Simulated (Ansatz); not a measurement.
Geometry relaxation of HfS5 (part 2 of 2)

The same run, continued: HfS5 (6 atoms in the cell); DFT PBE, scalar-relativistic, plane waves, PAW, no spin polarisation (Ansatz 0.2.0); cutoff 420 eV, 12×12×8 k-mesh, Gaussian smearing of 0.1 eV. The structure was made by a generator, so it may or may not be a known phase.

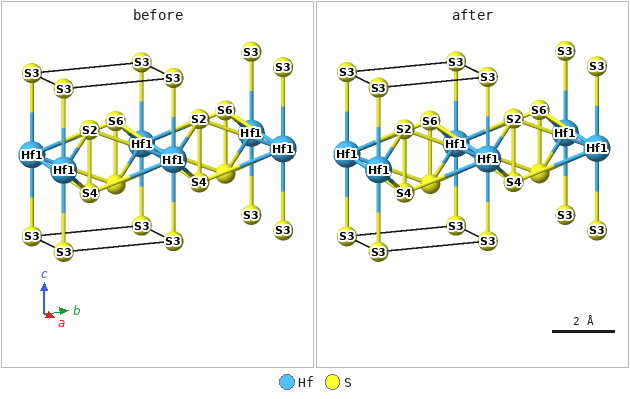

Before (left) and after (right) the relaxation, at one scale (ball-and-stick view of the cell of the calculation, repeated 1 × 2 × 1, seen slightly off an axis). The largest moves relative to the cell, 0.005 Å, are those of S2, S4, S5 and S6. Hf stays in place. Cell: a = b 4.834 → 4.812 Å (−0.5 %), c 5.343 → 5.374 Å (+0.6 %). Volume −0.3 %. Among the contacts that change: Hf1–S3 2.671 → 2.687 Å, Hf1–S2 2.977 → 2.965 Å. The space group stays P6/mmm (No. 191). Over 4 geometry steps the energy falls by 1.9 meV per cell of the calculation. Largest force component: 0.016 eV/Å at the start, 0.0013 eV/Å at the end. The pressure goes from −0.25 to 0.00 GPa. A last SCF at the same geometry on a re-selected plane-wave basis shifts the energy by +0.0 meV per cell of the calculation. (Atoms are counted from 1 in the order of the input.)

```
basis re-selected at this cell: Δ(F+E_penalty+E_count) = +3.085e-5 eV, ΔP = +0.000 GPa vs the last step (what re-selecting the basis moved, of the pressure what is left beyond the Pulay correction that the steps carried, after the strain that the cell walked since its last selection, with what the two solves' SCF thresholds leave and, on support functions, any second-order correction that the steps lacked; it is no measure of the basis error at this ecutwfc). This SCF's stress stands 4.59e-3 GPa from its target on what of the cell is left free (relax.cell.stress_tol is 5.00e-2 GPa) and its largest allowed force component is 1.31e-3 eV/Å (relax.f_tol is 1.00e-2 eV/Å): within both
SCF converged after 6 iterations
Free energy (F): -20232.065971 eV
Harris-Foulkes:  -20232.065971 eV  (|F-HF|=0.00e0)
Internal energy: -20232.054902 eV  (E = F + TS)
E sigma→0 (E₀):  -20232.060437 eV
Entropy (-TS):   -0.011069 eV (-1.845 meV/atom)
Fermi energy:    10.954769 eV
--- Per-component energies (eV) ---
  E_band       = -128.206195
  E_kinetic    = 947.824363
  E_local      = -7819.802765  (includes V_loc(G=0)·N_el)
  E_nonlocal   = -1099.932782
  E_hartree    = 3568.147985
  E_xc         = -782.360508
  E_vxc        = -699.589409  (∫ρ·V_xc dr)
  E_paw        = -9924.944147  (= ΣΔE_a)
  E_vpaw       = 1406.998562  (= ΣTr[D̂ρ^β])
  E_aug_tail   = 0.000007  (compensation charges beyond the density's cutoff)
  E_ewald      = -5120.987054
  E_smearing   = -0.011069  (= −TS)
  E_closure    = -0.000000  (closes the sum)
  Σ components = -20232.065971   (vs F -20232.065971, Δ=0.00e0)
--- Forces (eV/Å), atoms counted from 1 ---
  atom   1  Hf     0.00000000    -0.00000000     0.00000000
  atom   2  S      0.00000000    -0.00000000    -0.00131431
  atom   3  S      0.00000000    -0.00000000     0.00000000
  atom   4  S      0.00000000    -0.00000000     0.00131431
  atom   5  S     -0.00000000     0.00000000     0.00131431
  atom   6  S      0.00000000     0.00000000    -0.00131431
  max |Σ_I F_I| component: 6.94e-18 eV/Å
--- Stress (GPa, compression-positive) ---
        0.002354      -0.000000      -0.000000
        0.000000       0.002354      -0.000000
       -0.000000      -0.000000      -0.004592
  P = ⅓ Tr σ = 0.0000 GPa (0.000 kbar)
--- Band table (eV; the first three rows and the last of 95) ---
  k-point 0: bands = ["-52.8451", "-21.4951", "-21.4951", "-21.2285", "-6.5566", "-3.8138", "-2.8886", "-2.8294", "-2.8254", "-2.8254", "-2.7949", "-2.7835", "-2.7835", "-1.8892", "-1.0145", "1.1113", "3.6545", "3.6545", "4.3242", "6.1202", "6.8638", "6.8638", "7.5597", "7.5597", "8.8105", "8.8183", "8.8183", "10.3869", "10.3869", "12.4435", "12.9260", "13.1700", "13.1700", "13.6539"]
  k-point 1: bands = ["-52.8451", "-21.4951", "-21.4951", "-21.2290", "-6.5363", "-3.8034", "-2.8886", "-2.8286", "-2.8254", "-2.8254", "-2.7962", "-2.7834", "-2.7834", "-2.1141", "-0.7738", "1.0385", "3.6712", "3.6712", "4.4210", "6.2846", "6.8981", "6.8981", "7.4917", "7.4917", "8.4137", "8.5976", "8.5976", "10.6624", "10.6624", "12.5318", "12.9547", "13.2506", "13.2506", "13.7323"]
  k-point 2: bands = ["-52.8451", "-21.4951", "-21.4951", "-21.2300", "-6.4853", "-3.7778", "-2.8886", "-2.8263", "-2.8254", "-2.8254", "-2.8003", "-2.7833", "-2.7833", "-2.4736", "-0.3643", "0.8728", "3.7130", "3.7130", "4.6258", "6.6951", "7.0017", "7.0017", "7.3327", "7.3327", "7.7800", "8.1830", "8.1830", "11.2052", "11.2052", "11.9458", "12.6720", "13.4292", "13.4292", "14.2750"]
  k-point 94: bands = ["-52.8450", "-21.5031", "-21.5031", "-21.2298", "-5.1696", "-5.1696", "-2.8952", "-2.8919", "-2.8289", "-2.8289", "-2.7913", "-2.7824", "-2.7824", "-1.2637", "-1.2637", "-0.7362", "2.6248", "5.7126", "5.7126", "6.7319", "6.7319", "6.8304", "7.0357", "7.7662", "7.7662", "9.7370", "10.1153", "10.1153", "11.9700", "11.9700", "12.4011", "12.5285", "12.5285", "12.5971"]
--- Relaxed structure (5 steps of the walk, 5 accepted, 1 SCFs on fresh bases) ---
  F+E_penalty+E_count = -20232.06597119 eV   max|allowed force component| = 1.314e-3 eV/Å   (the final SCF, on the basis selected at the relaxed cell)
  cell:  # Å, volume = 107.7556 Å³
    - [4.811786883448615, -4.951288085223144e-33, -1.069706989291003e-19]
    - [-2.4058934417243076, 4.167129678663253, 5.3485349464549516e-20]
    - [-1.182257309170799e-19, -7.739548048552631e-34, 5.373984552341304]
  atoms:
    - { symbol: Hf, position: [-5.868067799304859e-35, -7.858837670255184e-35, 0.5] }
    - { symbol: S, position: [0.6666666666666666, 0.33333333333333326, 0.6929786358986016] }
    - { symbol: S, position: [5.438627142273244e-35, -7.092121799986385e-35, 5.411375617279516e-20] }
    - { symbol: S, position: [0.6666666666666666, 0.33333333333333326, 0.3070213641013985] }
    - { symbol: S, position: [0.33333333333333326, 0.6666666666666665, 0.3070213641013985] }
    - { symbol: S, position: [0.33333333333333326, 0.6666666666666665, 0.6929786358986016] }
```

Trajectory as extended XYZ (Å, eV, eV/Å), 6 frames, from step=1 to step=6:
```
6
Lattice="4.8342 0.0000 0.0000 -2.4171 4.1865 0.0000 0.0000 0.0000 5.3428" Properties=species:S:1:pos:R:3:forces:R:3 step=1 energy=-20232.06410 pressure_GPa=-0.25
Hf    0.0000    0.0000    2.6714    0.0000   0.0000   0.0000
S     2.4171    1.3955    3.7078    0.0000   0.0000  -0.0161
S     0.0000    0.0000    0.0000    0.0000   0.0000   0.0000
S     2.4171    1.3955    1.6350    0.0000   0.0000   0.0161
S     0.0000    2.7910    1.6350    0.0000   0.0000   0.0161
S     0.0000    2.7910    3.7078    0.0000   0.0000  -0.0161
6
Lattice="4.8152 0.0000 0.0000 -2.4076 4.1701 0.0000 0.0000 0.0000 5.3568" Properties=species:S:1:pos:R:3:forces:R:3 step=2 energy=-20232.06570 pressure_GPa=0.17
Hf    0.0000    0.0000    2.6784    0.0000   0.0000   0.0000
S     2.4076    1.3900    3.7145    0.0000   0.0000   0.0202
S     0.0000    0.0000    0.0000    0.0000   0.0000   0.0000
S     2.4076    1.3900    1.6423    0.0000   0.0000  -0.0202
S     0.0000    2.7800    1.6423    0.0000   0.0000  -0.0202
S     0.0000    2.7800    3.7145    0.0000   0.0000   0.0202
6
Lattice="4.8117 0.0000 0.0000 -2.4058 4.1670 0.0000 0.0000 0.0000 5.3861" Properties=species:S:1:pos:R:3:forces:R:3 step=3 energy=-20232.06579 pressure_GPa=-0.09
Hf    0.0000    0.0000    2.6930    0.0000   0.0000   0.0000
S     2.4058    1.3890    3.7295    0.0000   0.0000   0.0148
S     0.0000    0.0000    0.0000    0.0000   0.0000   0.0000
S     2.4058    1.3890    1.6565    0.0000   0.0000  -0.0148
S     0.0000    2.7780    1.6565    0.0000   0.0000  -0.0148
S     0.0000    2.7780    3.7295    0.0000   0.0000   0.0148
6
Lattice="4.8122 0.0000 0.0000 -2.4061 4.1675 0.0000 0.0000 0.0000 5.3741" Properties=species:S:1:pos:R:3:forces:R:3 step=4 energy=-20232.06599 pressure_GPa=0.02
Hf    0.0000    0.0000    2.6870    0.0000   0.0000   0.0000
S     2.4061    1.3892    3.7237    0.0000   0.0000   0.0093
S     0.0000    0.0000    0.0000    0.0000   0.0000   0.0000
S     2.4061    1.3892    1.6504    0.0000   0.0000  -0.0093
S     0.0000    2.7783    1.6504    0.0000   0.0000  -0.0093
S     0.0000    2.7783    3.7237    0.0000   0.0000   0.0093
6
Lattice="4.8118 0.0000 0.0000 -2.4059 4.1671 0.0000 0.0000 0.0000 5.3740" Properties=species:S:1:pos:R:3:forces:R:3 step=5 energy=-20232.06600 pressure_GPa=-0.00
Hf    0.0000    0.0000    2.6870    0.0000   0.0000   0.0000
S     2.4059    1.3890    3.7241    0.0000   0.0000  -0.0013
S     0.0000    0.0000    0.0000    0.0000   0.0000   0.0000
S     2.4059    1.3890    1.6499    0.0000   0.0000   0.0013
S     0.0000    2.7781    1.6499    0.0000   0.0000   0.0013
S     0.0000    2.7781    3.7241    0.0000   0.0000  -0.0013
6
Lattice="4.8118 0.0000 0.0000 -2.4059 4.1671 0.0000 0.0000 0.0000 5.3740" Properties=species:S:1:pos:R:3:forces:R:3 step=6 energy=-20232.06597 pressure_GPa=0.00
Hf    0.0000    0.0000    2.6870    0.0000   0.0000   0.0000
S     2.4059    1.3890    3.7241    0.0000   0.0000  -0.0013
S     0.0000    0.0000    0.0000    0.0000   0.0000   0.0000
S     2.4059    1.3890    1.6499    0.0000   0.0000   0.0013
S     0.0000    2.7781    1.6499    0.0000   0.0000   0.0013
S     0.0000    2.7781    3.7241    0.0000   0.0000  -0.0013
```

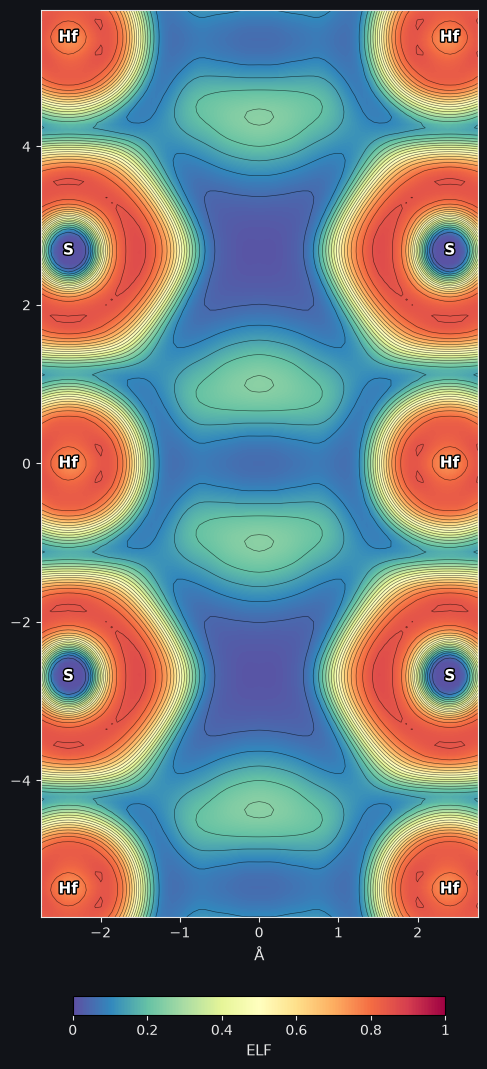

Electron localisation function on the (100) plane of the conventional cell. Hf–S (2.69 Å): the ELF is about 0.35 at the midpoint (no shared pair; the contact is polar). The strong features right at Hf lie inside the PAW spheres (semicore, d or f shells) and say nothing about bonding. The fields are those of the smooth PAW valence density.

The run was set up as follows.

Input file:
```yaml
crystal:
  lattice:
    - [4.834194843, 0.0, 0.0]
    - [-2.4170974215, 4.1865355409, 0.0]
    - [0.0, 0.0, 5.34282962]
  atoms:
    - { symbol: Hf, position: [0.0, 0.0, 0.5] }
    - { symbol: S, position: [0.6666666667, 0.3333333333, 0.6939843797] }
    - { symbol: S, position: [0.0, 0.0, 0.0] }
    - { symbol: S, position: [0.6666666667, 0.3333333333, 0.3060156203] }
    - { symbol: S, position: [0.3333333333, 0.6666666667, 0.3060156203] }
    - { symbol: S, position: [0.3333333333, 0.6666666667, 0.6939843797] }
basis:
  ecutwfc: 420
kpoints:
  mp_grid: { grid: [12, 12, 8] }
hamiltonian:
  xc: pbe
scf:
  occupations: { method: gaussian, width: 0.1 }
output:
  forces: true
  stress: true
  eigenvalues: true
  write_density: true
  write_potential: true
  elf: true
  volumetric_format: npy
relax:
  adjacent_minimum: "off"
  f_tol: 0.01
  max_steps: 80
  cell: { stress_tol: 0.05 }
```

Command:
```bash
ansatz run input.yaml --threads 1 --pin off --max-ram 2560MiB --backend cpu --events-out ev --progress --plain --runs-dir out
```

Key numbers:

- outcome: converged
- space group (tolerance 0.01 Å): P6/mmm (191)
- electrons treated: 56
- free energy: −20232.0660 eV
- Fermi energy: 10.955 eV
- gap on the k-point mesh: none (metallic)
- pressure: 0.00 GPa
- final volume: 107.76 Å³
- largest force (length of the vector) at the end: 0.001 eV/Å
- final cell: a = 4.812 Å, b = 4.812 Å, c = 5.374 Å, α = 90.00°, β = 90.00°, γ = 120.00°
- hardware: 1 thread of Intel Xeon @ 2.50GHz (Skylake/Cascade Lake), 189 GiB of memory available, shared host
- wall time: 4.3 min
- peak memory: 0.59 GiB

Notes:

Spin–orbit coupling is left out, which matters for Hf.
